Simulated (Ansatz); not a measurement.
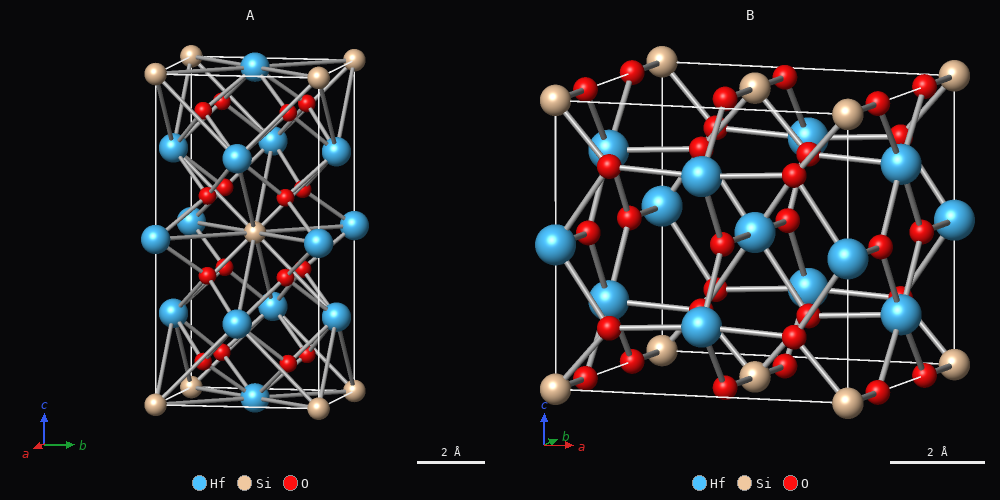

Two structures of Hf3SiO8, each relaxed to rest (conventional cells in solid outline, small ones repeated, not to one scale). Method: Ansatz, DFT PBE, scalar-relativistic, plane waves, PAW, without spin polarisation.

Question: Give the type and space group of each.

Answer: A: 24 atoms a cell on a body-centred tetragonal lattice, I4/mmm. B: 24 atoms a cell on a base-centred orthorhombic lattice, Cmmm.

Question: Which structure is more stable?

Answer: B is lower, by 316 meV/atom at this level of theory (energies at zero smearing). Volumes: A 10.4, B 11.6 Å³/atom.

One or both may be structure types tried for this composition rather than known phases.
